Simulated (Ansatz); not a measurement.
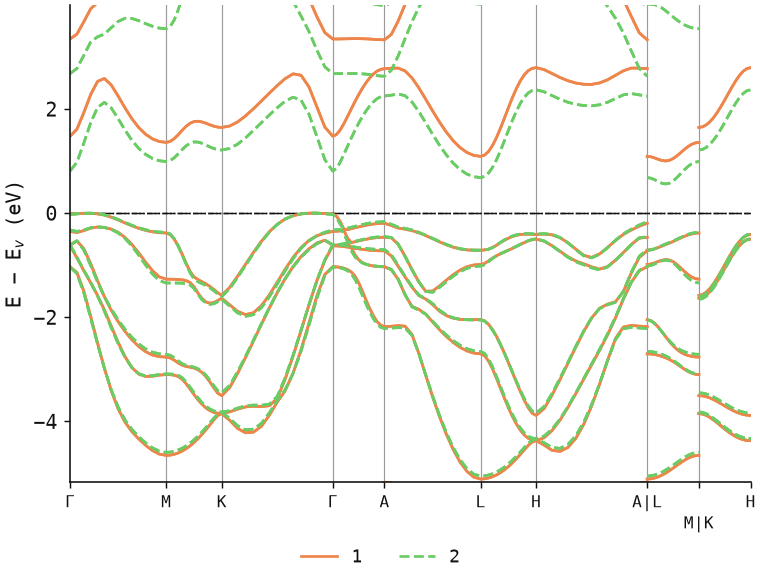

Band structures of CdI2-type SnSe₂, space group P-3m1, 3 atoms in the cell (a = 3.811 Å, c = 6.136 Å (hexagonal axes)), by two methods on the same cell. Each is counted from its own valence-band top.

Question: Which curve is which? The methods: r2SCAN+SOC, LDA+SOC.

Answer: 1 is r2SCAN+SOC; 2 is LDA+SOC. r2SCAN+SOC gives a gap of 1.00 eV along the path and LDA+SOC gives a gap of 0.56 eV along the path.

Settings. r2SCAN+SOC: Ansatz PAW, spin-orbit coupling, no magnetisation, 6×6×4 k mesh, 500 eV cutoff, Fermi-Dirac smearing of 0.05 eV (Ansatz). LDA+SOC: Ansatz PAW, spin-orbit coupling, no magnetisation, 6×6×4 k mesh, 420 eV cutoff, Fermi-Dirac smearing of 0.05 eV (Ansatz 0.2.0).

The cell is at 1 GPa in LDA+SOC and 4 GPa in r2SCAN+SOC. The PAW data sets were made with another functional. LDA, GGA and most meta-GGA functionals understate gaps.
